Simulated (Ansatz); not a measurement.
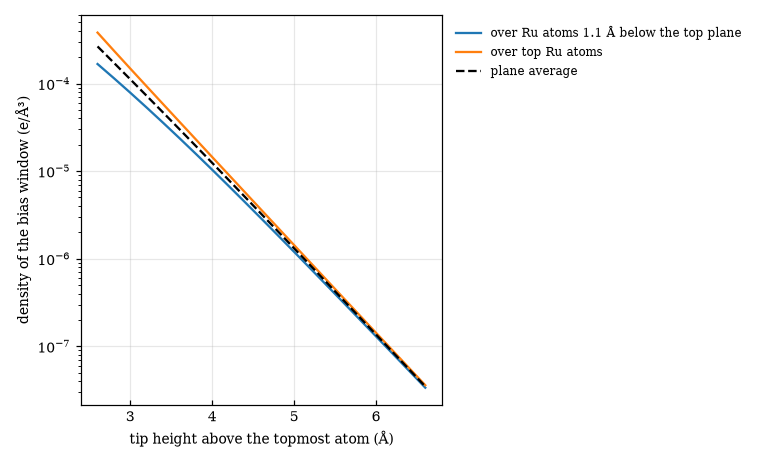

Approach curves over Ru(110) (Fm-3m bulk, 9 atomic planes (those closer than 0.6 Å count as one), 11 Å) at a sample bias of −0.25 V.

Images follow the Tersoff–Hamann model: the current is the local density of the sample's states between the Fermi level and the bias, at the tip's centre. Bias windows are sharp sums over the levels of the k mesh.

Method: DFT PBE, scalar-relativistic, plane waves, PAW in Ansatz. Cutoff 420 eV, 18 × 13 k-points, Gaussian smearing 0.1 eV, dipole correction. The slab is a cut without reconstruction beyond its cell, at the source's lattice constants, with its lower half held fixed and the rest relaxed. This isn't the element's usual hcp form. No spin polarisation. The run warns that the functional's potential is rough in the thin density of the vacuum, where the tip is; weak contrasts and barriers may feel it.

```yaml
crystal:
  lattice:
    - [2.70822, 0.00000, 0.00000]
    - [0.00000, 3.83000, 0.00000]
    - [0.00000, 0.00000, 30.83288]
  atoms:
    - { symbol: Ru, position: [0.50000, 0.50000, 0.32433] }
    - { symbol: Ru, position: [0.00000, 0.00000, 0.36825] }
    - { symbol: Ru, position: [0.50000, 0.50000, 0.41216] }
    - { symbol: Ru, position: [0.00000, 0.00000, 0.45608] }
    - { symbol: Ru, position: [0.50000, 0.50000, 0.49895] }
    - { symbol: Ru, position: [0.00000, 0.00000, 0.54311] }
    - { symbol: Ru, position: [0.50000, 0.50000, 0.58613] }
    - { symbol: Ru, position: [0.00000, 0.00000, 0.63219] }
    - { symbol: Ru, position: [0.50000, 0.50000, 0.66880] }
```

The last single point took 4.1 min on 2 threads of Intel(R) Xeon(R) Platinum 8259CL CPU @ 2.50GHz (Skylake/Cascade Lake), with other jobs on the host, peak memory 1.8 GiB.

Q: Estimate the decay constant and the apparent barrier, and compare with the vacuum level, which the run puts 4.40 eV above zero bias.

A: Near 4 Å the plane average falls as exp(−2.23 z/Å), a factor of 9.3 per ångström, which gives an apparent barrier of 4.7 eV (0.952 eV Å² times the slope squared). The apparent barrier is above 4.40 eV.
